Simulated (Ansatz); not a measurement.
## Energy of Ir along an even scaling of the cell

System: Ir (1 atom in the cell).
Method: DFT, revPBE, plane waves (420 eV) with PAW, scalar-relativistic, no spin polarisation (Ansatz 0.2.0).

The 5 runs differ only in the geometry, by an even scaling of the cell at fixed fractional positions.

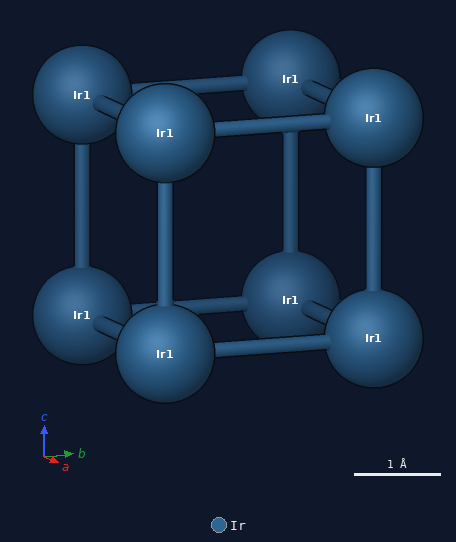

Figure 1. The structure of run 3 (ball-and-stick view of the cell of the calculation, seen slightly off an axis; atoms are numbered from 1 in the order of the input).

**Input of run 3**
```yaml
crystal:
  lattice:
    - [2.6153050397, 0.0, 0.0]
    - [0.0, 2.6153050397, 0.0]
    - [0.0, 0.0, 2.6153050397]
  atoms:
    - { symbol: Ir, position: [0.0, 0.0, 0.0] }
hamiltonian:
  xc: revpbe
  pseudopotentials:
    kind: paw
    azcp:
      Ir: "pseudopotentials/Ir.paw.azcp"
basis:
  ecutwfc: 420
  fft_grid_basis: typed
kpoints:
  mp_grid: { grid: [14, 14, 14], shift: [0, 0, 0] }
magnetization:
  spin_polarized: false
scf:
  occupations: { method: fermi_dirac, width: 0.1 }
  lower_state_search: "off"
output:
  stress: true
```

Run 4 differs from it as follows:
```diff
-    - [2.6153050397, 0.0, 0.0]
-    - [0.0, 2.6153050397, 0.0]
-    - [0.0, 0.0, 2.6153050397]
+    - [2.6484136816, 0.0, 0.0]
+    - [0.0, 2.6484136816, 0.0]
+    - [0.0, 0.0, 2.6484136816]
```

**Results, with one run withheld**

```tsv
run	volume per atom (Å³)	free energy per atom, from the lowest run given (meV)	pressure (GPa)
1	15.136	207.13	40.61
2	15.824	70.84	23.54
3	17.888	0.00	−8.68
4	18.576	?	?
5	19.264	127.85	−20.13
```

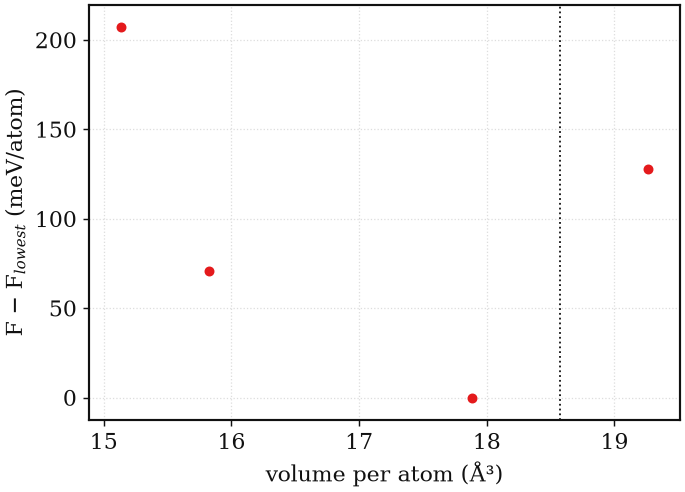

Figure 2. Free energy per atom of the runs given; the dotted line marks run 4.

Fit the runs given and predict run 4.

A quadratic polynomial in V^(−2/3) (the Birch–Murnaghan form), fitted to the 4 runs given, misses them by at most 2.47 meV per atom. With x = V^(−2/3) − 0.15186 Å⁻², it reads F = −16.166 + 4603.4 x + 1.26e+06 x² (meV per atom). At run 4 it gives 49.79 meV per atom, and the run itself gives 51.68. The slope of the fit gives a pressure −dF/dV of −15.42 GPa there, and the run prints −15.13 GPa. The two needn't agree exactly: the fit is approximate, and the printed stress is taken on a finite basis. The fit has its minimum at 17.208 Å³ per atom, where V d²F/dV² gives 235 GPa: the bulk modulus at this level, since symmetry fixes the shape and the positions. So low a polynomial doesn't follow these energies more closely.

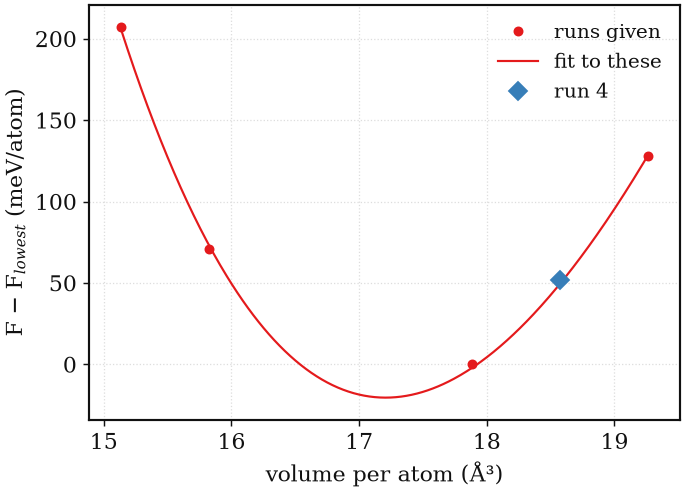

Figure 3. The fit and the withheld run.

**Output, shortened to warnings, some set-up lines, iterations and results (run 4)**
```
Basis set: ecut = 420 eV, 365 PW (Γ)
Symmetry: 48 space group operations
k-points: 120 of 2744
Initial density: superposition of atomic densities (neutral atoms: chi_scale 0, normalization atom), corrected by the library's trained network
[...]
SCF iter   1: F=—  HF=-11943.856891 eV  |F-HF|=—  |Δ(HF+E_count)|=         —  Δρ=3.58e-3  dr2=5.34e-4  ethr=1.77e-3  ⟨swp⟩=4.9  Hψ=8316  notcnv=0
SCF iter   2: F=—  HF=-11943.857758 eV  |F-HF|=—  |Δ(HF+E_count)|=   8.67e-4  Δρ=1.95e-3  dr2=1.89e-4  ethr=3.14e-6  ⟨swp⟩=2.1  Hψ=2952  notcnv=0
SCF iter   3: F=—  HF=-11943.858194 eV  |F-HF|=—  |Δ(HF+E_count)|=   4.36e-4  Δρ=2.49e-4  dr2=9.54e-6  ethr=1.11e-6  ⟨swp⟩=2.0  Hψ=1983  notcnv=0
SCF iter   4: F=—  HF=-11943.858189 eV  |F-HF|=—  |Δ(HF+E_count)|=   4.80e-6  Δρ=1.20e-4  dr2=2.46e-6  ethr=5.61e-8  ⟨swp⟩=2.3  Hψ=2418  notcnv=0
SCF iter   5: F=—  HF=-11943.858189 eV  |F-HF|=—  |Δ(HF+E_count)|=   2.74e-7  Δρ=3.80e-5  dr2=2.46e-7  ethr=1.45e-8  ⟨swp⟩=2.2  Hψ=2172  notcnv=0
SCF iter   6: F=-11943.858189 eV  HF=-11943.858189 eV  |F-HF|=5.11e-9  |Δ(HF+E_count)|=   6.44e-9  Δρ=9.13e-6  dr2=1.18e-8  ethr=5.88e-10  ⟨swp⟩=4.0  Hψ=4622  notcnv=0
SCF 1 converged in 6 iterations: F = -11943.858189 eV  dr2 = 1.18e-8
SCF converged after 6 iterations
Free energy (F): -11943.858189 eV
Harris-Foulkes:  -11943.858189 eV  (|F-HF|=5.11e-9)
Internal energy: -11943.803752 eV  (E = F + TS)
E sigma→0 (E₀):  -11943.830970 eV
Entropy (-TS):   -0.054437 eV (-54.437 meV/atom)
Fermi energy:    18.066230 eV
--- Per-component energies (eV) ---
  E_band       = -195.552423
  E_kinetic    = 618.924351
  E_local      = -1457.094003  (includes V_loc(G=0)·N_el)
  E_nonlocal   = 73.629429
  E_hartree    = 548.613563
  E_xc         = -265.680259
  E_vxc        = -296.626561  (∫ρ·V_xc dr)
  E_paw        = -9233.026770  (= ΣΔE_a)
  E_vpaw       = -231.617277  (= ΣTr[D̂ρ^β])
  E_aug_tail   = 0.000069  (compensation charges beyond the density's cutoff)
  E_ewald      = -2229.146937
  E_core_change = -0.023195  (= ΣΔE_core)
  E_smearing   = -0.054437  (= −TS)
  E_closure    = -0.000000  (closes the sum)
  Σ components = -11943.858189   (vs F -11943.858189, Δ=0.00e0)
--- Stress (GPa, compression-positive) ---
      -15.128314       0.000000       0.000000
        0.000000     -15.128314       0.000000
        0.000000       0.000000     -15.128314
  P = ⅓ Tr σ = -15.1283 GPa (-151.283 kbar)
```

Notes: Spin–orbit coupling is left out, which matters for Ir.
